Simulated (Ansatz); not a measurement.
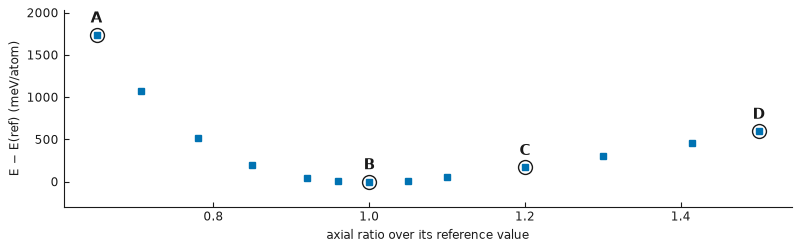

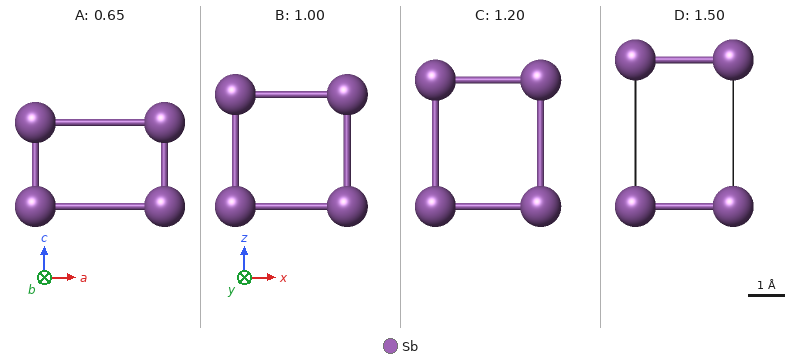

Energy scan for solid Sb (Pm-3m), in which the ratio of the cell's length along z to its lengths across, counted as 1 for the reference, is changed at fixed volume (a tetragonal or Bain path), with the atoms kept at their fractional coordinates. x, y and z are the Cartesian axes of the input. The lettered frames are marked on the plot. A ball-and-stick model of the cell of the calculation, seen along the b axis.

Level of theory: DFT r2SCAN, scalar-relativistic, plane waves, PAW (Ansatz 0.2.0). (plane-wave cutoff 500 eV; k-point mesh 16 × 16 × 16; occupations gaussian; smearing width 0.15 eV; no spin polarisation). Energies (free energies at the smearing named) are counted from the cell as listed in its source, which wasn't relaxed.

### Read off the main features of the energy profile.

The lowest computed point lies at the relative ratio 1.00 (0 meV/atom). The end points stand at 1737 meV/atom (0.65) and 597 meV/atom (1.50). The unrelaxed reference is under a pressure of −3.8 GPa. The distortion takes the space group from Pm-3m to P4/mmm. At the relative ratio 1.50 the cell of the drawing goes a 3.160 → 2.761 Å, b 3.160 → 2.761 Å, c 3.160 → 4.141 Å.
